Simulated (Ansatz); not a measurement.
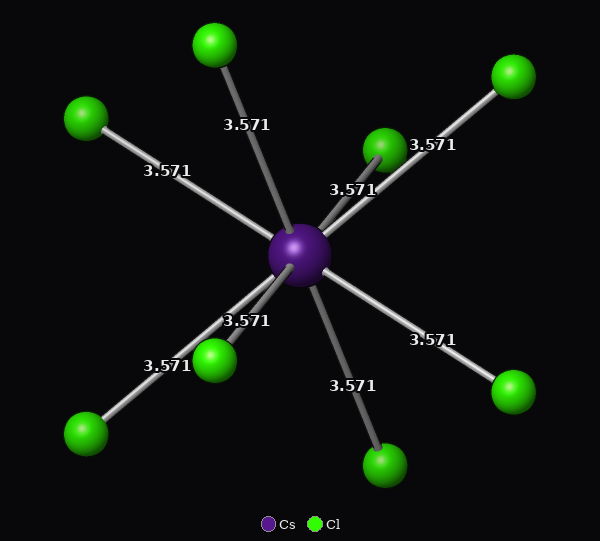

The surroundings of site Cs1 (at 0.000, 0.000, 0.000) in CsCl (Pm-3m, No. 221), with bond lengths in Å.

The cell is taken from a calculation's input that goes back to an entry of the Crystallography Open Database (an earlier step may have relaxed or displaced it).

```
Cs Cl
1.0
     4.12300    0.00000    0.00000
     0.00000    4.12300    0.00000
     0.00000    0.00000    4.12300
Cs Cl
1 1
Direct
  0.00000 0.00000 0.00000
  0.50000 0.50000 0.50000
```

Bond valence s = exp((R0 − d)/b), R0 fitted to published crystal structures with b = 0.37 Å; R0 in Å: Cs+–Cl 2.781.

Question: Calculate the bond-valence sum of Cs1 from the bonds drawn.

Answer: 8 × 0.118 = 0.95 v.u., against a formal valence of 1: a close match.

Question: And over the whole structure?

Answer:
```json
{"site": "Cs1", "x, y, z": "0.000, 0.000, 0.000", "formal valence": "+1", "bond-valence sum": "0.95", "difference": "-0.05"}
{"site": "Cl1", "x, y, z": "0.500, 0.500, 0.500", "formal valence": "−1", "bond-valence sum": "0.95", "difference": "-0.05"}
```

These sums include all anions within 5 Å. The global instability index (root mean square of the differences over all atoms) is 0.05 v.u.: little strain. The cell was not relaxed for this table, and a volume that is off by a few per cent shifts all sums together.
